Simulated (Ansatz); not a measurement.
# Geometry relaxation, with input and output: Si8C7 (charge +1) (part 1 of 2)

- system: Si8C7 (defect cell, 15 atoms in the cell, total charge +1)
- method: DFT PBE, scalar-relativistic, plane waves, PAW, spin-polarised (Ansatz 0.2.0)

The structure derives from a Materials Project entry. It belongs to a series of runs on one base structure; here: C vacancy (site b), charge +1, atoms relaxed at the host's cell, started again with a moment of 3 μB. Figures and captions count atoms from 1; the log counts them from 0 in places.

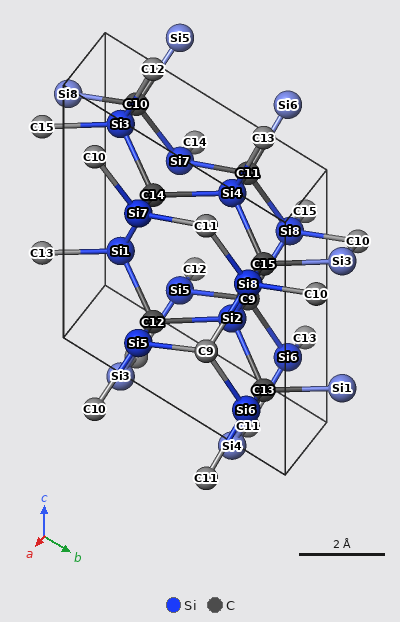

*The starting structure (ball-and-stick view of the cell of the calculation, seen slightly off an axis; neighbours outside the cell are drawn fainter; atoms are numbered from 1 in the order of the input).*

Near neighbours in the crystal (not all of them lie inside the picture): Si has 3 C at 1.87 to 1.91 Å; Si has 4 C at 1.88 to 1.91 Å; C has 4 Si at 1.87 to 1.91 Å.

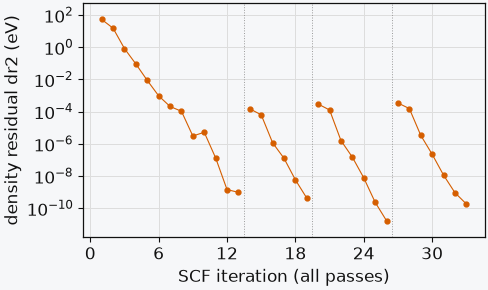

*Convergence of the self-consistent field: density residual dr2 against the SCF iteration. The dotted lines part the SCF passes of the relaxation: geometry steps, rejected trials and re-solves on a re-selected basis.*

The passes take 13, 6, 7 and 7 iterations.

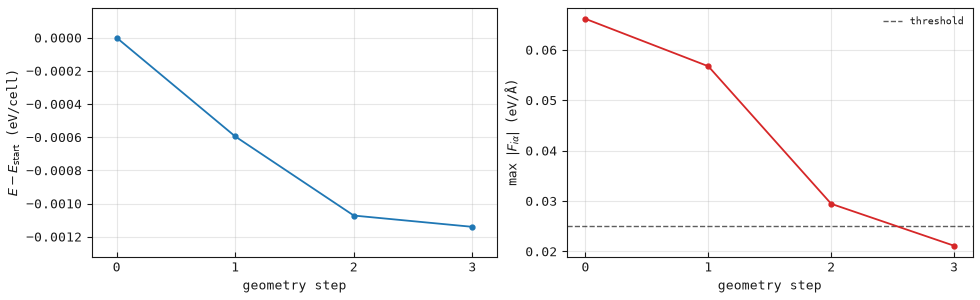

*Progress of the relaxation, step by step (the first geometry is step 0 here and step 1 in the log).*

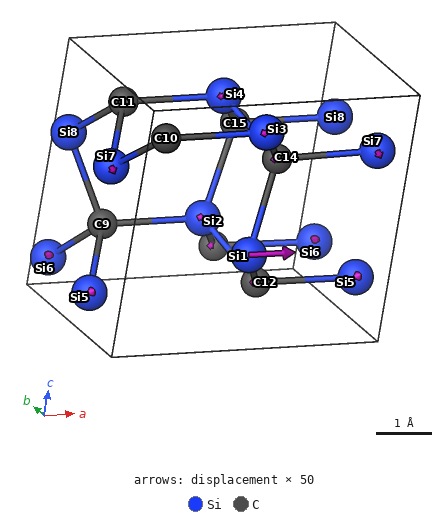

*The starting structure with the displacements as pink arrows, magnified 50 times (ball-and-stick view of the cell of the calculation, seen slightly off an axis).*

The energy falls by 1.1 meV per cell of the calculation in 3 geometry steps. Largest force component: 0.066 eV/Å at the start, 0.021 eV/Å at the end. The largest move is that of Si1, 0.018 Å. Largest moves by element: Si 0.018 Å, C 0.003 Å. The lattice vectors keep their values. Distances before and after: Si1–C12 1.870 → 1.863 Å, Si5–C12 1.911 → 1.916 Å. (Atoms are counted from 1 in the order of the input.)

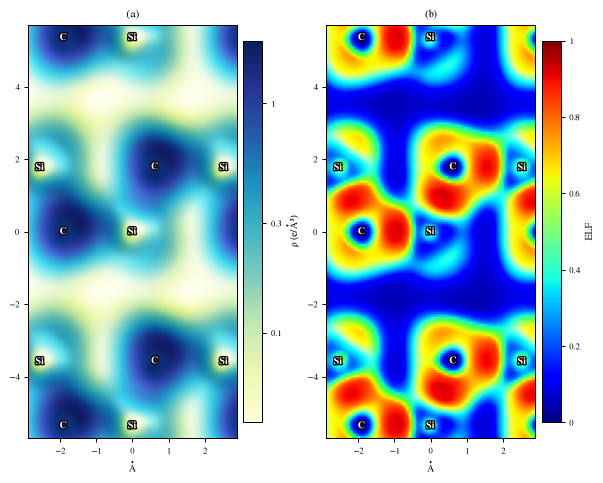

*(a) valence charge density (pseudo); (b) electron localisation function on the (011) plane of the calculation cell.*

Atoms in the plane: Si and C. Si–C (1.91 Å): ρ at the midpoint is about 0.84 e/Å³; the ELF peaks at about 0.95 between the atoms (localised, shared-pair bonding). Away from the nuclei the density in this plane falls to 0.04 e/Å³ at its lowest. The fields are those of the smooth PAW valence density.

The input and output of the run follow.

## Input
```yaml
crystal:
  lattice:
    - [0.0, 0.0, -5.0742922873]
    - [3.0919365181, -5.3553911431, 0.0]
    - [-6.1838730361, 0.0, 0.0]
  atoms:
    - { symbol: Si, position: [0.5153885273, 0.1666666667, 0.3333333333], spin: 0.75 }
    - { symbol: Si, position: [0.5017094605, 0.667802388, 0.3356047759] }
    - { symbol: Si, position: [0.5017094605, 0.1643952241, 0.832197612] }
    - { symbol: Si, position: [0.5017094605, 0.667802388, 0.832197612] }
    - { symbol: Si, position: [-0.0016595214, 0.337665764, 0.162334236], spin: 0.75 }
    - { symbol: Si, position: [-0.0016595214, 0.824668472, 0.162334236], spin: 0.75 }
    - { symbol: Si, position: [-0.0016595214, 0.337665764, 0.675331528], spin: 0.75 }
    - { symbol: Si, position: [-0.0020903735, 0.8333333333, 0.6666666667] }
    - { symbol: C, position: [0.1245356106, 0.6678618734, 0.3357237468] }
    - { symbol: C, position: [0.1245356106, 0.1642762532, 0.8321381266] }
    - { symbol: C, position: [0.1245356106, 0.6678618734, 0.8321381266] }
    - { symbol: C, position: [0.6217505455, 0.3337877692, 0.1662122308] }
    - { symbol: C, position: [0.6217505455, 0.8324244615, 0.1662122308] }
    - { symbol: C, position: [0.6217505455, 0.3337877692, 0.6675755385] }
    - { symbol: C, position: [0.6231118532, 0.8333333333, 0.6666666667] }
  host:
    lattice:
      - [3.0919365181, 0.0, 0.0]
      - [-1.545968259, 2.6776955715, 0.0]
      - [0.0, 0.0, 5.0742922873]
    atoms:
      - { symbol: Si, position: [0.3333333333, 0.6666666667, 0.4995817071] }
      - { symbol: Si, position: [0.6666666667, 0.3333333333, 0.9995817071] }
      - { symbol: C, position: [0.3333333333, 0.6666666667, 0.8754182929] }
      - { symbol: C, position: [0.6666666667, 0.3333333333, 0.3754182929] }
total_charge: 1
basis:
  ecutwfc: 420
  xc_grid: 2
kpoints:
  mp_grid: { grid: [2, 2, 2], shift: [0.0, 0.0, 0.0] }
hamiltonian:
  xc: pbe
scf:
  occupations: { method: gaussian, width: 0.01 }
output:
  forces: true
  stress: false
  eigenvalues: true
  populations: true
  charged_corrections:
    defect_position: [0.12458171, 0.16666667, 0.33333333]
    epsilon: [[10.2149, 0.0, 0.0], [0.0, 10.2149, 0.0], [0.0, 0.0, 11.3839]]
  write_density: true
  write_potential: true
  elf: true
  volumetric_format: npy
magnetization:
  spin_polarized: true
relax:
  adjacent_minimum: "off"
  f_tol: 0.025
  max_steps: 45
```

Command:
```bash
ansatz run input.yaml --threads 4 --pin off --max-ram 8192MiB --backend cpu --events-out ev --progress --plain --runs-dir out
```

## What the program printed
```
Engine: ansatz 0.2.0, x86_64-unknown-linux-gnu
Pseudopotentials: kind: paw
Pseudopotential: Si, paw, valence charge 4, recommended cutoff 420 eV (normal), Si.paw.azcp
Pseudopotential: C, paw, valence charge 4, recommended cutoff 420 eV (normal), C.paw.azcp
Functional definition: PBE
  parameter kappa = 0.804
  parameter beta = 0.06672455060314922
  exchange = pbe_x(kappa = kappa, mu = beta*pi^2/3)
  correlation = pbe_c(beta = beta)
Crystal: 15 atoms, lattice volume = 168.046 Å³
Basis set: ecut = 420 eV, 3299 PW (Γ), exchange–correlation on 72×90×90 points (8 copies of the dense FFT grid, shifted against one another)
Bands: 46, of which v1, the nominal top of the filled ones, is band 30 counted from 1 (29 counted from 0)
Symmetry: 6 space group operations
Space group: P3m1 (ITA 156), of the structure as read, at distance tolerance 5.5e-5 Å
Magnetic group: BNS 156.49 (UNI 1279), of the structure as read, at distance tolerance 5.5e-5 Å
k-points: 4 of 8
Non-local potential: Si, projectors of the file, l = 0: 2, l = 1: 2, l = 2: 2
Non-local potential: C, projectors of the file, l = 0: 2, l = 1: 2, l = 2: 1
PAW form: soft (Blöchl's): semilocal exchange-correlation on the pseudo side does not see the compensation charge
PAW one-centre angular grid: Si, 110 points (default); XC on 64 Gauss nodes
PAW one-centre angular grid: C, 110 points (default); XC on 64 Gauss nodes
Initial density: superposition of atomic densities (chi_scale 0.1, normalization cell)
Starting moments: Σ|m| = 3 μB on 4 of 15 sites
Initial wavefunctions: pseudopotential atomic-orbital guess
Functional: x = pbe(κ = 0.804, μ = 0.2195149727645171), c = pbe(β = 0.06672455060314922)
SCF iter   1: F=—  HF=-6867.855297 eV  |F-HF|=—  |Δ(HF+E_count)|=         —  Δρ=7.73e-2 (↑7.65e-2 ↓7.73e-2)  dr2=5.26e1  dr2_m=1.45e-1  M=0.750 μB ∫|m|=0.938 μB  β_m=0.30  ethr=3.10e-3  ⟨swp⟩=6.4  Hψ=1701  notcnv=0  defer=10
preconditioner: auto → Resta (q_TF=auto, 2.292 Å⁻¹)  ε∞=4.1  [insulator: Δε(μ)=0.459 eV  Ē_g=12.448 eV  σ=0.010 eV  W_gap=0.67  n_scr=26 (ndim 8)  ℏωp=22.0 eV  f_vac=0.000  D(μ)=19.32/eV (n_scr^D=276)  ε∞_Penn≈4.1]
spin=Collinear: Resta preconditioning applied to the charge; magnetization (m = ρ↑ − ρ↓) channel mixes plain (no charge-response kernel on spin).
SCF iter   2: F=—  HF=-6856.557365 eV  |F-HF|=—  |Δ(HF+E_count)|=    1.13e1  Δρ=4.12e-2 (↑4.10e-2 ↓4.12e-2)  dr2=1.51e1  dr2_m=7.36e-2  M=0.750 μB ∫|m|=0.884 μB  β_m=0.30  ethr=3.10e-3  ⟨swp⟩=3.0  Hψ=797  notcnv=0  defer=67
SCF iter   3: F=—  HF=-6852.475431 eV  |F-HF|=—  |Δ(HF+E_count)|=    4.08e0  Δρ=1.60e-2 (↑1.49e-2 ↓1.60e-2)  dr2=8.16e-1  dr2_m=4.82e-2  M=0.500 μB ∫|m|=0.670 μB  β_m=0.30  ethr=3.10e-3  ⟨swp⟩=3.0  Hψ=785  notcnv=0  defer=73
SCF iter   4: F=—  HF=-6852.393802 eV  |F-HF|=—  |Δ(HF+E_count)|=   8.16e-2  Δρ=6.16e-3 (↑5.30e-3 ↓6.16e-3)  dr2=9.03e-2  dr2_m=2.45e-2  M=0.500 μB ∫|m|=0.625 μB  β_m=0.30  ethr=1.38e-3  ⟨swp⟩=2.0  Hψ=491  notcnv=0  defer=74
SCF iter   5: F=—  HF=-6852.423399 eV  |F-HF|=—  |Δ(HF+E_count)|=   2.96e-2  Δρ=3.27e-3 (↑3.02e-3 ↓3.27e-3)  dr2=8.60e-3  dr2_m=1.28e-2  M=0.500 μB ∫|m|=0.591 μB  β_m=0.30  ethr=1.53e-4  ⟨swp⟩=3.2  Hψ=589  notcnv=0  defer=74
SCF iter   6: F=—  HF=-6852.437001 eV  |F-HF|=—  |Δ(HF+E_count)|=   1.36e-2  Δρ=2.16e-3 (↑2.14e-3 ↓2.16e-3)  dr2=9.48e-4  dr2_m=6.94e-3  M=0.500 μB ∫|m|=0.569 μB  β_m=0.30  ethr=1.46e-5  ⟨swp⟩=2.9  Hψ=603  notcnv=0  defer=74
SCF iter   7: F=—  HF=-6852.443972 eV  |F-HF|=—  |Δ(HF+E_count)|=   6.97e-3  Δρ=1.60e-3 (↑1.60e-3 ↓1.58e-3)  dr2=2.07e-4  dr2_m=3.83e-3  M=0.500 μB ∫|m|=0.555 μB  β_m=0.30  ethr=1.61e-6  ⟨swp⟩=2.0  Hψ=592  notcnv=0  defer=74
Mixer restart at iter 7: flushing history
spin-set hold released at iteration 7 (site moments contracting): the magnetisation degrees of freedom join the quasi-Newton model from the next iteration; the mixer history was flushed
SCF iter   8: F=—  HF=-6852.447775 eV  |F-HF|=—  |Δ(HF+E_count)|=   3.80e-3  Δρ=1.20e-3 (↑1.20e-3 ↓1.19e-3)  dr2=1.04e-4  dr2_m=2.15e-3  M=0.500 μB ∫|m|=0.546 μB  β_m=0.65  ethr=3.51e-7  ⟨swp⟩=2.0  Hψ=555  notcnv=0  defer=74
SCF iter   9: F=—  HF=-6852.453006 eV  |F-HF|=—  |Δ(HF+E_count)|=   5.23e-3  Δρ=1.83e-4 (↑1.80e-4 ↓1.83e-4)  dr2=3.03e-6  dr2_m=5.01e-5  M=0.500 μB ∫|m|=0.535 μB  β_m=0.82  ethr=1.76e-7  ⟨swp⟩=3.0  Hψ=865  notcnv=0  defer=74
SCF iter  10: F=—  HF=-6852.453099 eV  |F-HF|=—  |Δ(HF+E_count)|=   9.27e-5  Δρ=4.47e-5 (↑4.47e-5 ↓3.95e-5)  dr2=5.16e-6  dr2_m=1.86e-6  M=0.500 μB ∫|m|=0.537 μB  β_m=0.80  ethr=5.13e-9  ⟨swp⟩=19.5  Hψ=4063  notcnv=0
SCF iter  11: F=—  HF=-6852.453102 eV  |F-HF|=—  |Δ(HF+E_count)|=   3.09e-6  Δρ=1.04e-5 (↑9.87e-6 ↓1.04e-5)  dr2=1.32e-7  dr2_m=1.36e-7  M=0.500 μB ∫|m|=0.538 μB  β_m=0.86  ethr=5.13e-9  ⟨swp⟩=11.6  Hψ=2687  notcnv=0
SCF iter  12: F=—  HF=-6852.453102 eV  |F-HF|=—  |Δ(HF+E_count)|=   4.79e-7  Δρ=3.94e-6 (↑3.89e-6 ↓3.94e-6)  dr2=1.42e-9  dr2_m=2.33e-8  M=0.500 μB ∫|m|=0.538 μB  β_m=0.93  ethr=2.23e-10  ⟨swp⟩=9.6  Hψ=2151  notcnv=0
SCF iter  13: F=-6852.453102 eV  HF=-6852.453102 eV  |F-HF|=1.77e-9  |Δ(HF+E_count)|=   1.16e-7  Δρ=8.40e-7 (↑7.52e-7 ↓8.40e-7)  dr2=9.57e-10  dr2_m=8.61e-10  M=0.500 μB ∫|m|=0.538 μB  ethr=2.40e-12  ⟨swp⟩=8.6  Hψ=1991  notcnv=0
SCF 1 converged in 13 iterations: F = -6852.453102 eV  dr2 = 9.57e-10
  greatest PAW one-centre occupation: 0.650 electrons in one spin orbital (limit 2), on the C atom at site 9 (counted from 0), in its partial waves of l = 0
relax step   1: F+E_penalty+E_count = -6852.45310227 eV  Δ(F+E_penalty+E_count) = +0.000e0 eV  max|allowed force component| = 6.617e-2 eV/Å  Δτ_max = 0.0000 Å  (13 SCF iters, dr2 threshold 1.56e-5 eV, accepted)
Initial density: handed on by an earlier stage of this run
Starting moments: Σ|m| = 3 μB on 4 of 15 sites; this step starts from the density that it was given
Initial wavefunctions: those handed on with the density
iter 1 solved again at ethr=2.24e-7 eV; its pass at ethr=3.10e-3 eV (dr2=1.32e-4 eV) is discarded
SCF iter   1: F=—  HF=-6852.453683 eV  |F-HF|=—  |Δ(HF+E_count)|=         —  Δρ=1.29e-4 (↑1.28e-4 ↓1.29e-4)  dr2=1.47e-4  dr2_m=6.98e-7  M=0.500 μB ∫|m|=0.538 μB  β_m=0.30  ethr=2.24e-7  ⟨swp⟩=2.1  Hψ=1080  notcnv=0  defer=71
preconditioner: auto → Resta (q_TF=auto, 2.292 Å⁻¹)  ε∞=4.8  [insulator: Δε(μ)=0.266 eV  Ē_g=11.362 eV  σ=0.010 eV  W_gap=0.67  n_scr=26 (ndim 8)  ℏωp=22.0 eV  f_vac=0.000  D(μ)=19.28/eV (n_scr^D=276)  ε∞_Penn≈4.8]
spin=Collinear: Resta preconditioning applied to the charge; magnetization (m = ρ↑ − ρ↓) channel mixes plain (no charge-response kernel on spin).
SCF iter   2: F=—  HF=-6852.453663 eV  |F-HF|=—  |Δ(HF+E_count)|=   2.04e-5  Δρ=8.75e-5 (↑8.75e-5 ↓8.69e-5)  dr2=6.28e-5  dr2_m=3.87e-7  M=0.500 μB ∫|m|=0.538 μB  β_m=0.59  ethr=2.24e-7  ⟨swp⟩=1.0  Hψ=297  notcnv=0  defer=71
SCF iter   3: F=—  HF=-6852.453698 eV  |F-HF|=—  |Δ(HF+E_count)|=   3.50e-5  Δρ=1.24e-5 (↑1.21e-5 ↓1.24e-5)  dr2=1.15e-6  dr2_m=2.20e-8  M=0.500 μB ∫|m|=0.538 μB  β_m=0.69  ethr=1.07e-7  ⟨swp⟩=2.2  Hψ=471  notcnv=0  defer=71
SCF iter   4: F=—  HF=-6852.453697 eV  |F-HF|=—  |Δ(HF+E_count)|=   1.17e-7  Δρ=4.18e-6 (↑4.18e-6 ↓3.98e-6)  dr2=1.25e-7  dr2_m=2.42e-9  M=0.500 μB ∫|m|=0.538 μB  β_m=0.72  ethr=1.94e-9  ⟨swp⟩=2.0  Hψ=505  notcnv=0  defer=71
iter 5 did not close the SCF: its close was put off for a magnetic moment that had not settled (scf_convergence_deferred on its scf_iter line)
SCF iter   5: F=-6852.453697 eV  HF=-6852.453697 eV  |F-HF|=1.96e-9  |Δ(HF+E_count)|=   1.84e-9  Δρ=1.02e-6 (↑1.00e-6 ↓1.02e-6)  dr2=5.71e-9  dr2_m=2.28e-10  M=0.500 μB ∫|m|=0.538 μB  β_m=0.85  ethr=1.69e-10  ⟨swp⟩=12.6  Hψ=2252  notcnv=0
SCF iter   6: F=-6852.453697 eV  HF=-6852.453697 eV  |F-HF|=1.16e-10  |Δ(HF+E_count)|=   3.05e-9  Δρ=2.71e-7 (↑2.67e-7 ↓2.71e-7)  dr2=4.18e-10  dr2_m=1.88e-11  M=0.500 μB ∫|m|=0.538 μB  ethr=9.67e-12  ⟨swp⟩=5.0  Hψ=1735  notcnv=0
SCF 2 converged in 6 iterations: F = -6852.453697 eV  dr2 = 4.18e-10
  greatest PAW one-centre occupation: 0.650 electrons in one spin orbital (limit 2), on the C atom at site 10 (counted from 0), in its partial waves of l = 0
relax step   2: F+E_penalty+E_count = -6852.45369739 eV  Δ(F+E_penalty+E_count) = -5.951e-4 eV  max|allowed force component| = 5.676e-2 eV/Å  Δτ_max = 0.0023 Å  (6 SCF iters, accepted)
SCF iter   1: F=—  HF=-6852.454197 eV  |F-HF|=—  |Δ(HF+E_count)|=         —  Δρ=1.95e-4 (↑1.93e-4 ↓1.95e-4)  dr2=2.91e-4  dr2_m=2.28e-6  M=0.500 μB ∫|m|=0.539 μB  β_m=0.30  ethr=5.88e-6  ⟨swp⟩=3.0  Hψ=879  notcnv=0  defer=71
preconditioner: auto → Resta (q_TF=auto, 2.292 Å⁻¹)  ε∞=4.7  [insulator: Δε(μ)=0.257 eV  Ē_g=11.362 eV  σ=0.010 eV  W_gap=0.67  n_scr=26 (ndim 8)  ℏωp=22.0 eV  f_vac=0.000  D(μ)=19.28/eV (n_scr^D=276)  ε∞_Penn≈4.7]
spin=Collinear: Resta preconditioning applied to the charge; magnetization (m = ρ↑ − ρ↓) channel mixes plain (no charge-response kernel on spin).
SCF iter   2: F=—  HF=-6852.454149 eV  |F-HF|=—  |Δ(HF+E_count)|=   4.79e-5  Δρ=1.34e-4 (↑1.33e-4 ↓1.34e-4)  dr2=1.25e-4  dr2_m=1.26e-6  M=0.500 μB ∫|m|=0.539 μB  β_m=0.60  ethr=4.93e-7  ⟨swp⟩=1.0  Hψ=432  notcnv=0  defer=71
SCF iter   3: F=—  HF=-6852.454119 eV  |F-HF|=—  |Δ(HF+E_count)|=   3.00e-5  Δρ=1.76e-5 (↑1.76e-5 ↓1.70e-5)  dr2=1.57e-6  dr2_m=6.83e-8  M=0.500 μB ∫|m|=0.539 μB  β_m=0.74  ethr=2.12e-7  ⟨swp⟩=2.0  Hψ=465  notcnv=0  defer=71
SCF iter   4: F=—  HF=-6852.454174 eV  |F-HF|=—  |Δ(HF+E_count)|=   5.47e-5  Δρ=5.23e-6 (↑5.23e-6 ↓4.91e-6)  dr2=1.46e-7  dr2_m=8.58e-9  M=0.500 μB ∫|m|=0.539 μB  β_m=0.77  ethr=2.66e-9  ⟨swp⟩=2.0  Hψ=522  notcnv=0  defer=71
iter 5 did not close the SCF: its close was put off for a magnetic moment that had not settled (scf_convergence_deferred on its scf_iter line)
SCF iter   5: F=-6852.454174 eV  HF=-6852.454174 eV  |F-HF|=4.82e-9  |Δ(HF+E_count)|=   4.12e-8  Δρ=1.51e-6 (↑1.51e-6 ↓1.35e-6)  dr2=7.60e-9  dr2_m=1.54e-9  M=0.500 μB ∫|m|=0.539 μB  β_m=0.83  ethr=1.69e-10  ⟨swp⟩=13.5  Hψ=2331  notcnv=0
iter 6 did not close the SCF: its close was put off for a magnetic moment that had not settled (scf_convergence_deferred on its scf_iter line)
SCF iter   6: F=-6852.454174 eV  HF=-6852.454174 eV  |F-HF|=7.40e-10  |Δ(HF+E_count)|=   8.86e-9  Δρ=4.33e-7 (↑4.33e-7 ↓4.06e-7)  dr2=2.31e-10  dr2_m=1.98e-10  M=0.500 μB ∫|m|=0.539 μB  β_m=0.92  ethr=1.29e-11  ⟨swp⟩=5.1  Hψ=1814  notcnv=0
SCF iter   7: F=-6852.454174 eV  HF=-6852.454174 eV  |F-HF|=5.73e-11  |Δ(HF+E_count)|=   1.15e-9  Δρ=1.26e-7 (↑1.26e-7 ↓1.14e-7)  dr2=1.64e-11  dr2_m=1.84e-11  M=0.500 μB ∫|m|=0.539 μB  ethr=1.00e-12  ⟨swp⟩=4.5  Hψ=1608  notcnv=0
SCF 3 converged in 7 iterations: F = -6852.454174 eV  dr2 = 1.64e-11
relax step   3: F+E_penalty+E_count = -6852.45417367 eV  Δ(F+E_penalty+E_count) = -4.763e-4 eV  max|allowed force component| = 2.946e-2 eV/Å  Δτ_max = 0.0063 Å  (7 SCF iters, accepted)
```
